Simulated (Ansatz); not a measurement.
**Ti$_{15}$O$_{32}$ (cell charge −1, with a compensating background) (cell with a defect): density, localisation and related maps**

```cif
data_structure
_symmetry_space_group_name_H-M 'P 1'
_symmetry_Int_Tables_number 1
_cell_length_a 8.7015
_cell_length_b 8.7015
_cell_length_c 7.5502
_cell_angle_alpha 90.000
_cell_angle_beta 90.000
_cell_angle_gamma 90.000
_cell_volume 571.68
loop_
_atom_site_label
_atom_site_type_symbol
_atom_site_fract_x
_atom_site_fract_y
_atom_site_fract_z
_atom_site_occupancy
Ti1 Ti 0.00942 0.29814 0.00632 1
Ti2 Ti 0.71580 0.00070 0.00164 1
Ti3 Ti 0.79864 0.49974 0.25000 1
Ti4 Ti 0.49281 0.21121 0.25000 1
O1 O 0.13628 0.50016 0.98465 1
O2 O 0.34046 0.65624 0.25000 1
O3 O 0.50050 0.14931 0.99850 1
O4 O 0.16395 0.15977 0.01122 1
O5 O 0.34228 0.34413 0.25003 1
O6 O 0.97204 0.34007 0.25000 1
O7 O 0.16306 0.84039 0.01119 1
O8 O 0.35283 0.00001 0.25000 1
Ti5 Ti 0.71580 0.00069 0.49835 1
Ti6 Ti 0.79601 0.49934 0.75000 1
Ti7 Ti 0.50486 0.20638 0.75000 1
O9 O 0.13628 0.50016 0.51535 1
O10 O 0.34302 0.66328 0.75000 1
O11 O 0.50049 0.14932 0.50149 1
O12 O 0.16393 0.15976 0.48879 1
O13 O 0.34324 0.33757 0.75001 1
O14 O 0.99451 0.34308 0.75000 1
O15 O 0.16307 0.84038 0.48880 1
O16 O 0.34285 0.00024 0.75000 1
Ti8 Ti 0.49351 0.78865 0.25000 1
Ti9 Ti 0.00941 0.29813 0.49369 1
Ti10 Ti 0.29827 0.99936 0.50036 1
Ti11 Ti 0.00772 0.70219 0.49392 1
O17 O 0.66130 0.99878 0.25000 1
O18 O 0.84656 0.15954 0.50561 1
O19 O 0.97113 0.66025 0.24999 1
O20 O 0.64746 0.65011 0.25000 1
O21 O 0.84588 0.84065 0.50665 1
O22 O 0.49910 0.84958 0.50130 1
O23 O 0.64807 0.34908 0.24999 1
O24 O 0.84421 0.50012 0.50071 1
Ti12 Ti 0.50587 0.79342 0.75001 1
Ti13 Ti 0.21550 0.50065 0.75001 1
Ti14 Ti 0.29827 0.99936 0.99964 1
Ti15 Ti 0.00771 0.70220 0.00606 1
O25 O 0.64942 0.99963 0.75000 1
O26 O 0.84656 0.15954 0.99440 1
O27 O 0.99440 0.65652 0.74999 1
O28 O 0.66023 0.65778 0.75001 1
O29 O 0.84587 0.84065 0.99334 1
O30 O 0.49908 0.84957 0.99871 1
O31 O 0.66046 0.34119 0.74999 1
O32 O 0.84421 0.50012 0.99928 1
```

The SCF solution may not be the lowest one; PAW files of the earlier set (soft_1); spin-polarised.

All numbers below come from Ansatz, DFT PBE, scalar-relativistic, plane waves, PAW.

The density is the valence pseudo-density of a PAW calculation; it isn't the true density close to the nuclei.

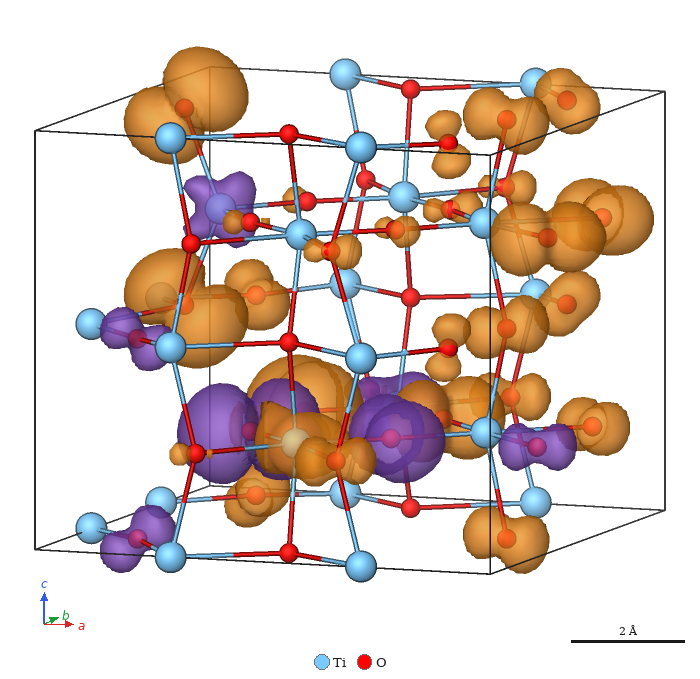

Figure 1. Isosurfaces of the spin density at +0.01 (orange) and −0.01 e/Å³ (purple), seen slightly off an axis. Sticks mark near contacts.

Q: Where is the spin, and how is it ordered?

A: The spin density sits on O: +0.5 μB and −0.4 μB in one cell of 47 atoms, with smaller moments on other sites: O (±0.24 μB). The cell of the calculation (47 atoms) carries 1.0 μB of net spin moment.

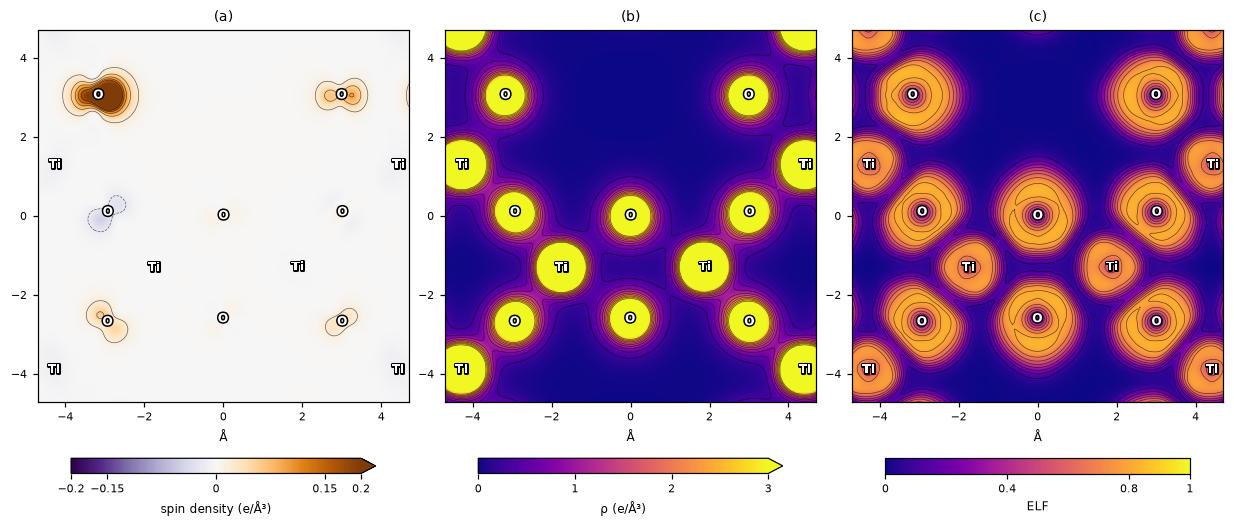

Figure 2. (a) spin density (up minus down); (b) valence pseudo-density; (c) ELF on the (001) plane of the calculation cell.

Q: What does the map show?

A: The plane passes through Ti and O nuclei. Ti–O (1.81 Å): ρ at the midpoint is about 1 e/Å³; the ELF peaks at about 0.80 in the valence shell of O, 0.5 Å from its nucleus, and is about 0.25 at the midpoint (no shared electron pair shows on this line). Ti–O (1.86 Å): ρ at the midpoint is about 0.9 e/Å³; the ELF peaks at about 0.80 in the valence shell of O, 0.6 Å from its nucleus, and is about 0.25 at the midpoint; no shared electron pair shows on this line. Between the atoms the lowest density in this plane is 0.002 e/Å³. The features right at Ti lie inside the PAW spheres, where the map follows smoothed inner orbitals and isn't to be read closely.
